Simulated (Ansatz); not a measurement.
**WSe: density, localisation and related maps**

```cif
data_structure
_symmetry_space_group_name_H-M 'P 1'
_symmetry_Int_Tables_number 1
_cell_length_a 5.9346
_cell_length_b 5.9346
_cell_length_c 5.9346
_cell_angle_alpha 90.000
_cell_angle_beta 90.000
_cell_angle_gamma 90.000
_cell_volume 209.01
loop_
_atom_site_label
_atom_site_type_symbol
_atom_site_fract_x
_atom_site_fract_y
_atom_site_fract_z
_atom_site_occupancy
W1 W 0.50000 0.50000 0.00000 1
W2 W 0.00000 0.50000 0.50000 1
W3 W 0.00000 0.00000 0.00000 1
W4 W 0.50000 0.00000 0.50000 1
Se1 Se 0.25000 0.75000 0.25000 1
Se2 Se 0.75000 0.75000 0.75000 1
Se3 Se 0.75000 0.25000 0.25000 1
Se4 Se 0.25000 0.25000 0.75000 1
```

Space group F-43m; started from the zinc blende prototype, which need not be the ambient phase; computed pressure about −15 GPa in this cell; spin-polarised.

These are results of DFT PBEsol, scalar-relativistic, plane waves, PAW in Ansatz 0.2.0, not measurements.

The density is the valence pseudo-density of a PAW calculation; it isn't the true density close to the nuclei.

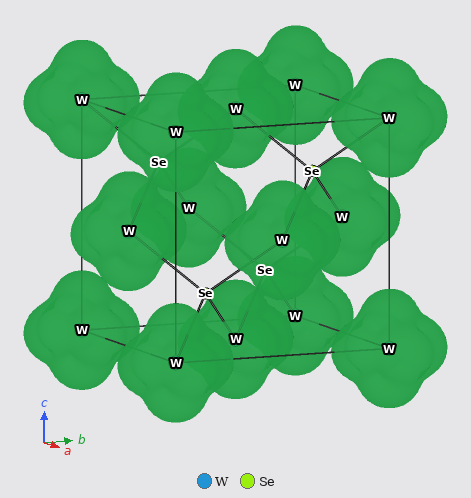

Figure 1. Isosurfaces of the spin density (up minus down) at +0.04 (green) and −0.04 e/Å³ (red), seen slightly off an axis. Sticks mark near contacts.

**Describe the spin distribution.**

The spin density sits on W: +0.9 μB (×4) in one cell of 8 atoms: parallel moments, as they must be, since the calculation's own cell holds one magnetic site. The cell of the calculation (2 atoms) carries 1.4 μB of net spin moment. Only one sign reaches the isovalue.

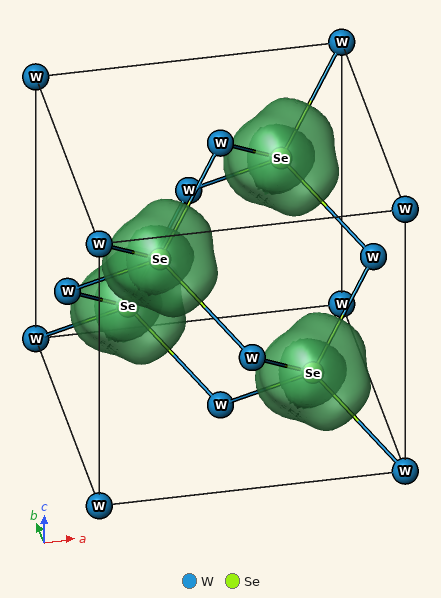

Figure 2. Isosurface of the ELF at 0.7 (green), seen at an oblique angle. Only the valence region is drawn (cores and ρ < 0.01 e/Å³ removed). Sticks mark near contacts.

**Where are the electrons localised?**

The ELF exceeds this value in four regions wrapped around Se (the valence shell of each), counted in one cell of 8 atoms. Any copies at cell faces, edges or corners count once. Profiles from the grid: W–Se (2.57 Å): the ELF is about 0.50 at the midpoint.

**Does the calculation make it a metal, or give it a gap?**

It is metallic or semimetallic at this level of theory: no gap opens; semilocal functionals without U, or without the true magnetic order, often close the gap of such compounds.
